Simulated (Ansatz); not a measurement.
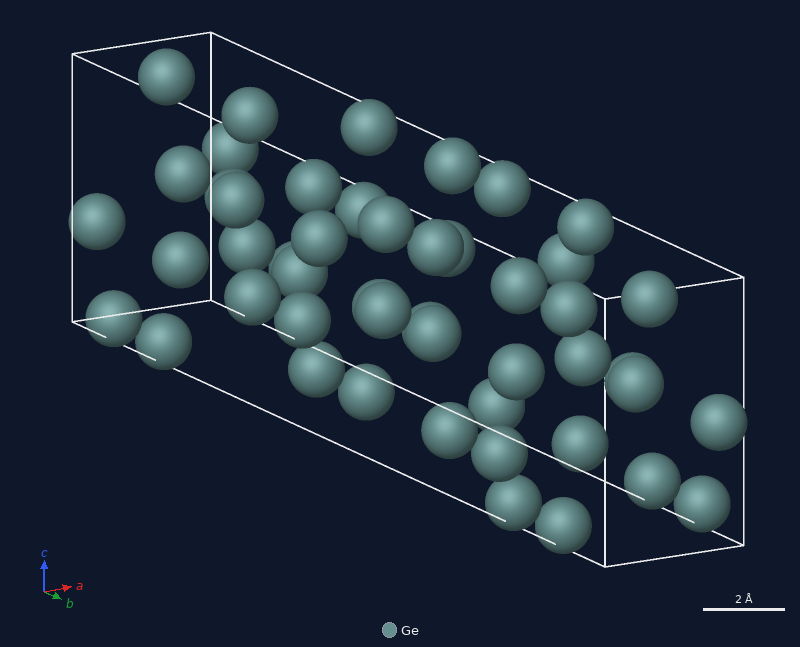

This spheres-only model is shown from a general direction. The edges of the conventional unit cell are marked.

The element is germanium. Its lattice is face-centred orthorhombic, its space group Fmm2 (No. 42). The cell holds 32 atoms.

The model was built from a structure listed in the Materials Project. The cell was then strained or its atoms displaced on purpose. Ansatz was used for an electronic-structure calculation on it.

At this level of theory the run's own cell isn't at rest (forces up to 0.6 eV/Å), so its distances can differ from those at equilibrium, the more so the softer the solid.
